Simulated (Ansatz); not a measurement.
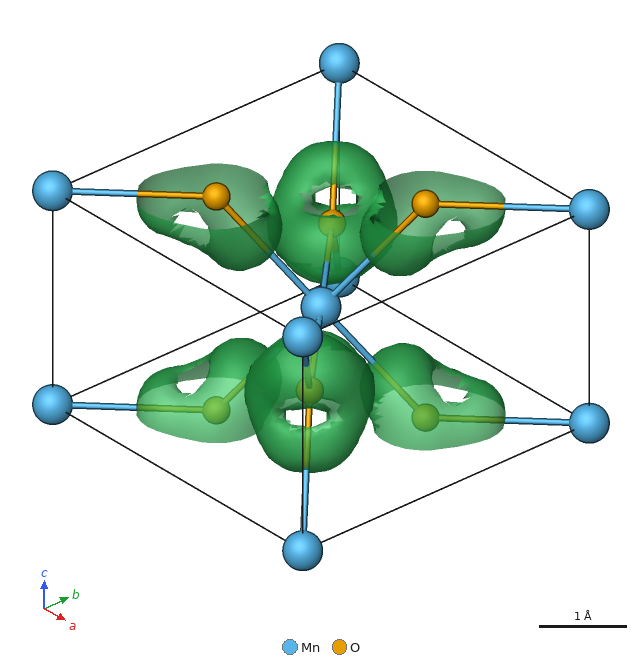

The picture shows: MnO₂. Density of the crystal less the sum of free-atom densities: green surfaces at +0.08, none at −0.08 e/Å³, in the conventional cell seen at an oblique angle (the regions close to the nuclei are left out). Cores are masked to 0.9 Å (Mn) and 0.6 Å (O).

Space group P4_2/mnm; the calculation finds a residual pressure of about 6 GPa at this fixed cell; spin-polarised. It comes out metallic at this level (no Hubbard term), which in such compounds can be an artefact. Net moment 6.0 μB in the 6-atom cell of the calculation; other magnetic orders weren't tried. Another magnetic order may lie lower.

All numbers below come from DFT PBE, scalar-relativistic, plane waves, PAW (Ansatz).

In a PAW calculation such maps are meaningful between the atoms, not at the nuclei.

Input

```
crystal:
  lattice:
    - [4.3983, 0.0, 0.0]
    - [0.0, 4.3983, 0.0]
    - [0.0, 0.0, 2.873]
  atoms:
    - { symbol: Mn, position: [0.0, 0.0, 0.0], spin: 4.0 }
    - { symbol: Mn, position: [0.5, 0.5, 0.5], spin: 4.0 }
    - { symbol: O, position: [0.30515, 0.30515, 0.0] }
    - { symbol: O, position: [0.19485, 0.80515, 0.5] }
    - { symbol: O, position: [0.69485, 0.69485, 0.0] }
    - { symbol: O, position: [0.80515, 0.19485, 0.5] }
magnetization:
  spin_polarized: true
basis:
  ecutwfc: 420
  fft_grid_basis: typed
kpoints:
  mp_grid: { grid: [6, 6, 10] }
hamiltonian:
  xc: pbe
  pseudopotentials: { kind: paw }
scf:
  occupations: { method: gaussian, width: 0.05 }
output:
  forces: true
  stress: true
  eigenvalues: true
  bader: true
  write_density: true
  volumetric_format: npy
  populations: true
  elf: true
```

Launched as:

```sh
ansatz run input.yaml --threads 2 --pin off --max-ram 4096MiB --backend cpu --events-out ev --progress --plain --runs-dir out
```

The picture shows the conventional cell (a = 4.40 Å, b = 4.40 Å, c = 2.87 Å, α = 90.00°, β = 90.00°, γ = 90.00°).

> Where does charge go when the atoms form this crystal?

Mn–O (1.88 Å): Δρ is +0.09 e/Å³ at the midpoint (close to a masked core, so read it with care).
Mn–Mn (2.87 Å): Δρ is −0.03 e/Å³ at the midpoint.
Over the whole cell, outside the masked cores, the largest gain, 0.23 e/Å³, lies 0.7 Å from an oxygen nucleus and 1.2 Å from a manganese one, and the largest loss lies at the edge of the masked core of Mn.
The rearranged charge, half the integral of |Δρ|, is about 0.24 e an atom.
Bader charges: Mn +1.92 and O −0.96 e.

The SCF state may not be the lowest one: other magnetic or orbital orders weren't excluded.

Cost of the run: 51 s on 2 threads of Arm Neoverse N1, on a shared host, peak memory 0.48 GiB.
